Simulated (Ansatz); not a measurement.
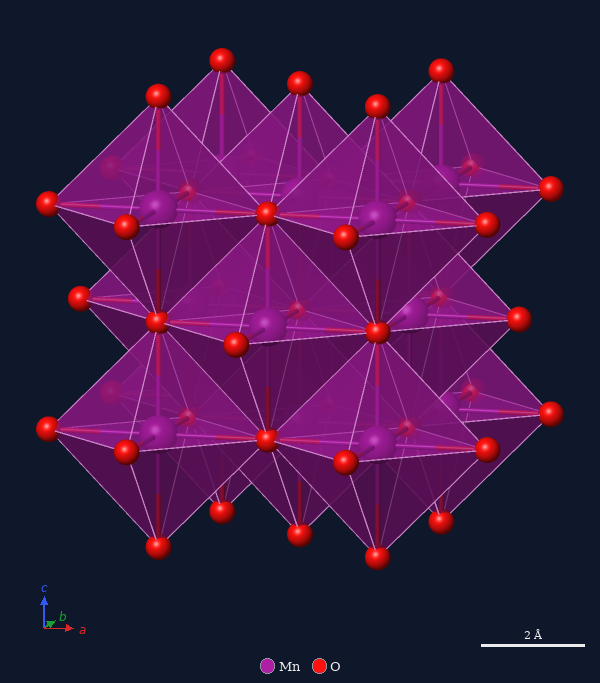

This is solid MnO (a generated structure, set up in Fm-3m). A polyhedral model of the conventional cell (4 times the calculation's cell), seen slightly off an axis. Lengths and directions refer to the drawn axes.

These are results of DFT, PBE, PAW with Ansatz's default frozen-core files, scalar-relativistic in Ansatz, not measurements. Settings: plane-wave cutoff 420 eV; k-point mesh 13 × 13 × 13; occupations fermi dirac; smearing width 0.05 eV; collinear spin.

The variant: The cell is strained by +4.0 % along c and −1.9 % across it (volume 0.0 %), the atoms keeping their fractional coordinates. No relaxation follows.

What is the effect?

Answer. Some distances before and after: Mn–O 2.220 → 2.177 to 2.308 Å. The space group (tolerance 0.01 Å) goes from Fm-3m (No. 225) to I4/mmm (No. 139). The energy falls by 2.4 meV per atom. The pressure goes from 0.0 to 0.5 GPa. The principal stresses (compression positive) are 0.8 GPa along c and 0.3 GPa across it. All forces vanish by symmetry. The absolute magnetisation per cell goes from 4.74 to 4.73 μB (net moment 4.74 and 4.73 μB).

Drawn alike, the variant:

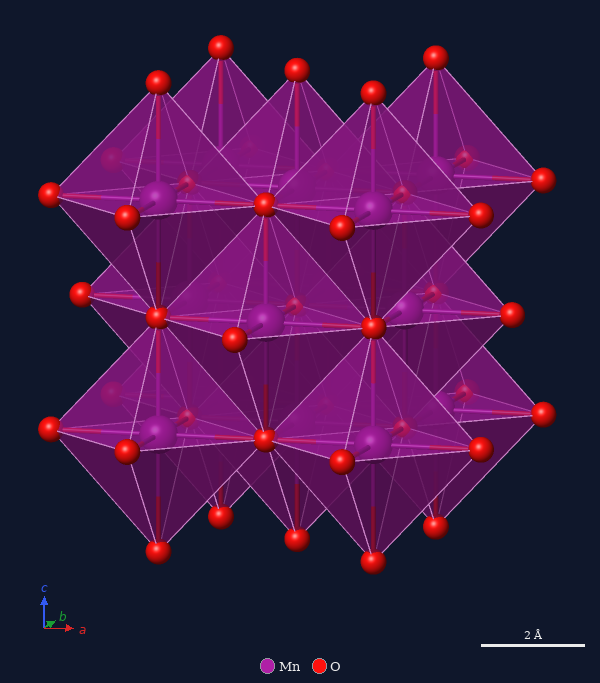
